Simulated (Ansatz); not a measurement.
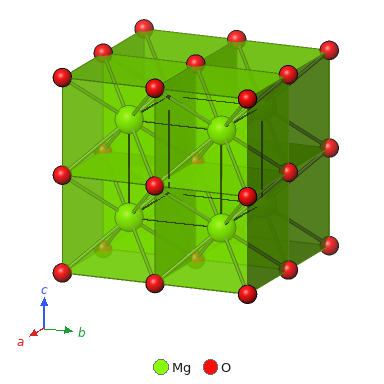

Crystal structure, polyhedral style, seen slightly off an axis. The wireframe shows the conventional unit cell. Some neighbours outside the box are added.

MgO, caesium chloride (CsCl, B2) type, space group Pm-3m (No. 221), a = 2.623 Å, b = 2.623 Å, c = 2.623 Å, α = 90.00°, β = 90.00°, γ = 90.00°. The structure was taken from a structure type filled with these elements by a generator (whether the compound takes this form wasn't checked). Earlier steps of the study may have refined or changed the cell and positions. It was run through Ansatz as a DFT input.

This one geometry was computed with Ansatz (DFT, plane waves, PAW) at six levels of theory: PBE, Hartree-Fock, PBE0, HSE06, LDA and r2SCAN. It was relaxed beforehand with r2SCAN.

Which level gives the highest pressure at this volume, and what does that say about its equilibrium volume?

Answer. Highest: PBE (6.2 GPa), which points to the largest equilibrium volume. Lowest, with the smallest volume: Hartree-Fock (-4.4 GPa) and LDA (-4.4 GPa). Levels within 0.5 GPa of each other can't be told apart.

How does the band gap change with the level of theory?

Answer. LDA: a gap of 2.57 eV, indirect; PBE: a gap of 2.64 eV, indirect; r2SCAN: a gap of 3.49 eV, indirect; HSE06: a gap of 4.20 eV, indirect; PBE0: a gap of 4.94 eV, indirect; Hartree-Fock: a gap of 12.94 eV, indirect.

Collect the results in a table.

Answer.
| level | cutoff (eV) | k-mesh of the run's cell | gap (eV) | pressure (GPa) |
| --- | --- | --- | --- | --- |
| PBE | 420 | 10×10×10 | 2.64 | 6.2 |
| Hartree-Fock | 420 | 6×6×6 | 12.94 | -4.4 |
| PBE0 | 420 | 6×6×6 | 4.94 | -0.6 |
| HSE06 | 420 | 6×6×6 | 4.20 | -0.8 |
| LDA | 420 | 10×10×10 | 2.57 | -4.4 |
| r2SCAN | 500 | 10×10×10 | 3.49 | 0.0 |

Gaps are taken on the k-mesh or band path of each run.
